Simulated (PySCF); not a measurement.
# NMR shielding calculation of C₃H₆O

- system: C₃H₆O (acetone)
- method: GIAO PBE0/pcSseg-1 NMR shielding, non-relativistic, gas phase (PySCF 2.14.0)

The geometry comes from this level: GFN2-xTB, MD frame at 250 fs, 400 K. It belongs to a series of runs on one base structure; here: MD frame at 250 fs, 400 K. Figures and captions count atoms from 1; the log counts them from 0 in places.

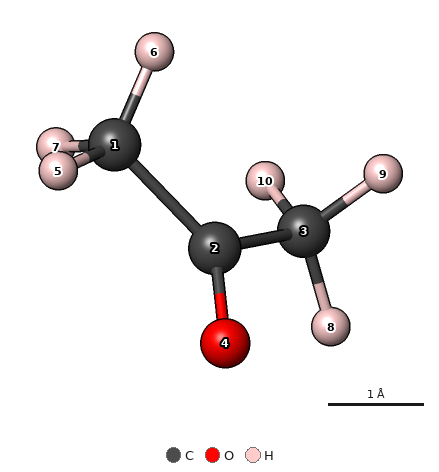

Figure 1. The structure (ball-and-stick view, seen at a tilt; atoms are numbered from 1 in the order of the input).

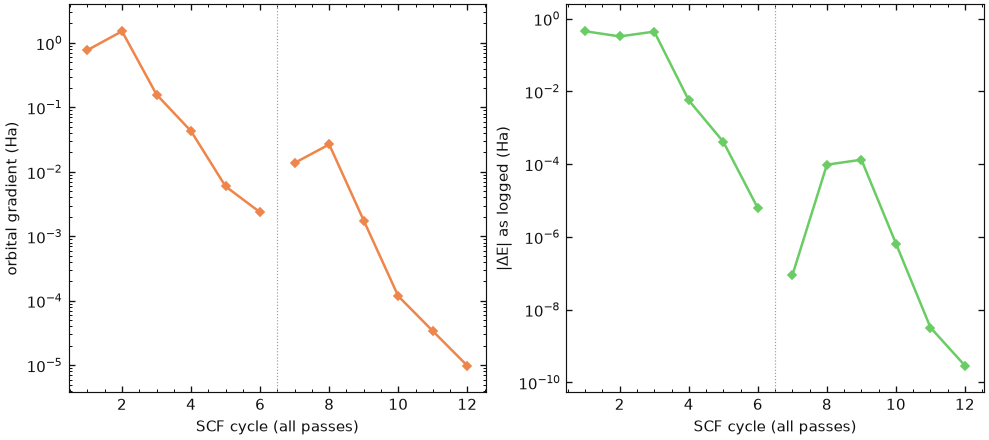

Figure 2. Convergence of the self-consistent field: orbital gradient and size of the energy change against the SCF cycle. The dotted line marks the change from a coarse to the final integration grid. The first 6 cycles use a coarse grid, the final grid takes over at cycle 7, and the field converges after 12 cycles in all.

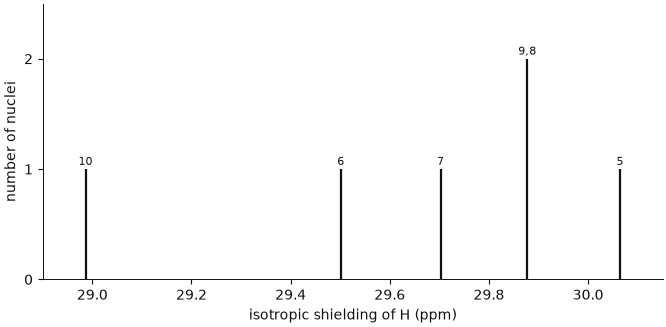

Figure 3. Isotropic shieldings of the hydrogen nuclei in this fixed geometry, labelled by atom number; shielding grows to the right, so chemical shift grows to the left. The least shielded is H10 (29.0 ppm), the most shielded H5 (30.1 ppm).

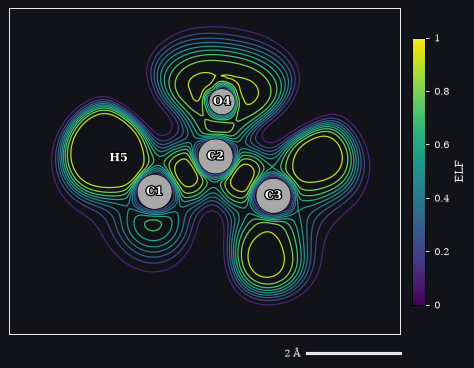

Figure 4. ELF on the plane of atoms C2, C1 and H5. Grey discs, where drawn, cover atomic cores. The section cuts through C, O and H sites. C–O (1.19 Å): the ELF peaks at about 0.85 between the atoms (a double or triple bond). C–C (1.51 Å): the ELF peaks at about 0.95 between the atoms (a covalent bond). C–H (1.07 Å): the ELF climbs to about 1 towards the hydrogen, as it does in any bond to H (a covalent bond by its length).

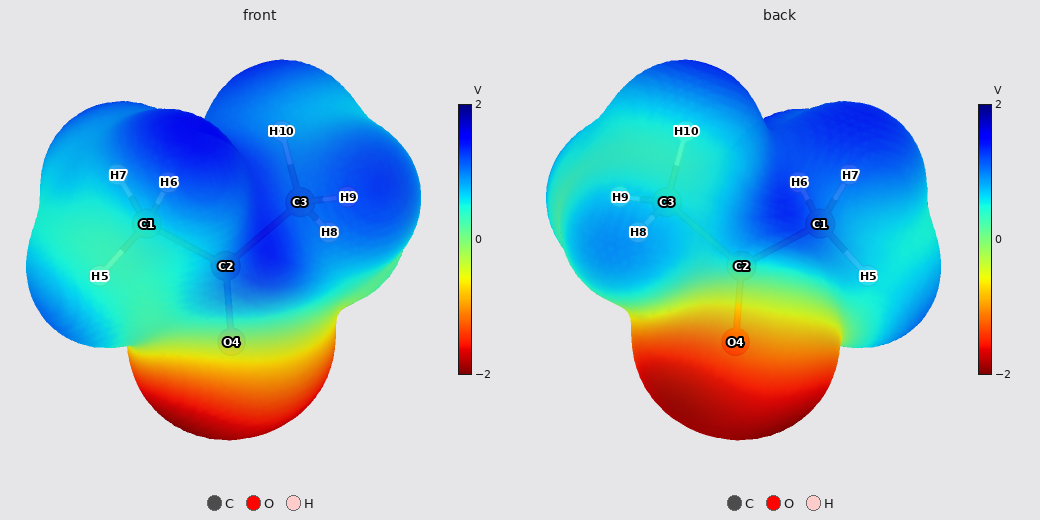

Figure 5. The molecular electrostatic potential painted on the density surface at 0.004 e/bohr³, seen at a tilt and from behind; red is negative and blue positive. Its dipole moment is 2.95 D.

The input and output of the run follow.

The input
```
{"job": {"kind": "nmr", "xc": "PBE0", "basis": "pcSseg-1", "pop": false}, "charge": 0, "multiplicity": 1}
C      1.016800    -0.557800    -0.034900
C     -0.114200     0.456100    -0.194600
C     -1.493500    -0.037400     0.187500
O     -0.028600     1.555000    -0.652700
H      1.916700    -0.077800    -0.360000
H      0.997400    -1.036300     0.917500
H      0.786000    -1.383400    -0.703500
H     -2.154100     0.551100    -0.421600
H     -1.655500     0.116700     1.238200
H     -1.700300    -1.125000     0.053500
```

The first line tells a small driver script what to run in PySCF; the rest is the geometry in Å.

Launched with:
```bash
OMP_NUM_THREADS=1 python <driver script> task.json out
```

What the program printed
```
coarse grid: 8064 points
cycle   1  E = -192.7431675636  dE =  4.485e-01  |g| = 7.733e-01  |ddm| = 2.614e+00
cycle   2  E = -192.4197743567  dE =  3.234e-01  |g| = 1.516e+00  |ddm| = 2.258e+00
cycle   3  E = -192.8582678680  dE = -4.385e-01  |g| = 1.579e-01  |ddm| = 1.746e+00
cycle   4  E = -192.8639278078  dE = -5.660e-03  |g| = 4.270e-02  |ddm| = 1.374e-01
cycle   5  E = -192.8643373589  dE = -4.096e-04  |g| = 5.933e-03  |ddm| = 3.306e-02
cycle   6  E = -192.8643434946  dE = -6.136e-06  |g| = 2.353e-03  |ddm| = 4.494e-03
final grid: 77064 points
cycle   7  E = -192.8989087250  dE =  8.780e-08  |g| = 1.375e-02  |ddm| = 2.011e-02
cycle   8  E = -192.8988124228  dE =  9.630e-05  |g| = 2.660e-02  |ddm| = 2.854e-02
cycle   9  E = -192.8989440327  dE = -1.316e-04  |g| = 1.757e-03  |ddm| = 2.000e-02
cycle  10  E = -192.8989446852  dE = -6.524e-07  |g| = 1.179e-04  |ddm| = 1.110e-03
cycle  11  E = -192.8989446884  dE = -3.200e-09  |g| = 3.391e-05  |ddm| = 1.857e-04
cycle  12  E = -192.8989446886  dE = -2.854e-10  |g| = 9.812e-06  |ddm| = 5.198e-05
converged SCF energy = -192.8989446886

GIAO shielding tensors (ppm)
atom      isotropic    diamagn.    paramagn.     s11        s22        s33       span
  0 C      154.651     252.848     -98.197    124.506    141.128    198.319     73.813
  1 C      -19.054     248.429    -267.483   -101.572    -60.138    104.548    206.120
  2 C      153.456     252.671     -99.215    129.879    136.544    193.945     64.066
  3 O     -337.381     400.508    -737.889   -911.553   -415.027    314.437   1225.990
  4 H       30.064      30.242      -0.178     26.898     28.074     35.221      8.323
  5 H       29.501      31.122      -1.621     27.102     29.321     32.080      4.978
  6 H       29.702      30.658      -0.955     27.062     29.117     32.928      5.866
  7 H       29.882      30.387      -0.505     26.548     29.008     34.091      7.543
  8 H       29.872      30.256      -0.384     27.778     28.396     33.443      5.665
  9 H       28.986      30.119      -1.133     26.066     28.943     31.949      5.883
```

Key numbers

```json
{"quantity": "outcome", "value": "converged"}
{"quantity": "total energy", "value": "−192.898945 hartree"}
{"quantity": "HOMO", "value": "−7.24 eV"}
{"quantity": "LUMO", "value": "−0.22 eV"}
{"quantity": "dipole moment", "value": "2.95 D"}
{"quantity": "isotropic shielding, C", "value": "−19.1 to 154.7 ppm"}
{"quantity": "isotropic shielding, O", "value": "−337.4 ppm"}
{"quantity": "isotropic shielding, H", "value": "29.0 to 30.1 ppm"}
{"quantity": "hardware", "value": "1 CPU thread, shared host"}
{"quantity": "wall time", "value": "11 s"}
{"quantity": "peak memory", "value": "0.45 GiB"}
```
